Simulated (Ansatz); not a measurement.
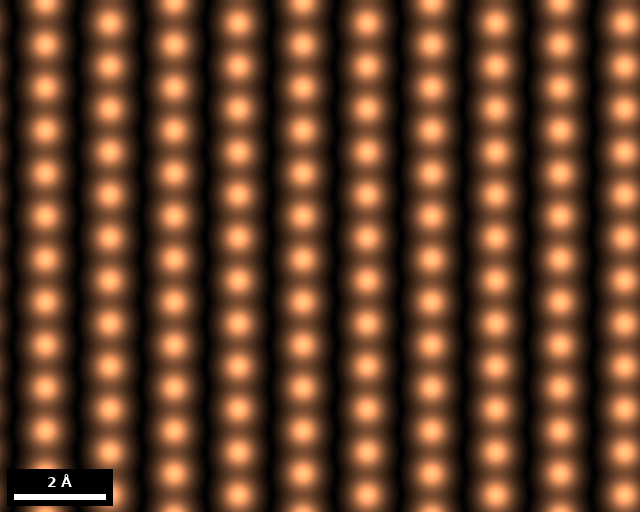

Map of the projected electrostatic potential of a crystal. Computed as the sum of neutral-atom potentials (tabulated electron scattering factors, B = 0.5 Å²) projected along the beam and smoothed by 0.25 Å; brighter is more positive. The display is stretched by a gamma of 0.6; percentages refer to the linear signal.

**What two-dimensional lattice does the image show, and how large is its cell?**

The pattern repeats on a centred rectangular net of 0.9 × 2.8 Å.

**What is the plane group of the image?**

c2mm: perpendicular mirror lines on a centred net, with further twofold points between them.

**How many columns does the smallest repeating cell hold, and how many levels of brightness?**

1 column in the primitive cell of 1.3 Å², all of one brightness.

The crystal is W (Fm-3m, No. 225) seen along [221]. Structure used: the input geometry of a calculation; the starting structure was generated, so it need not be a known form of this composition.
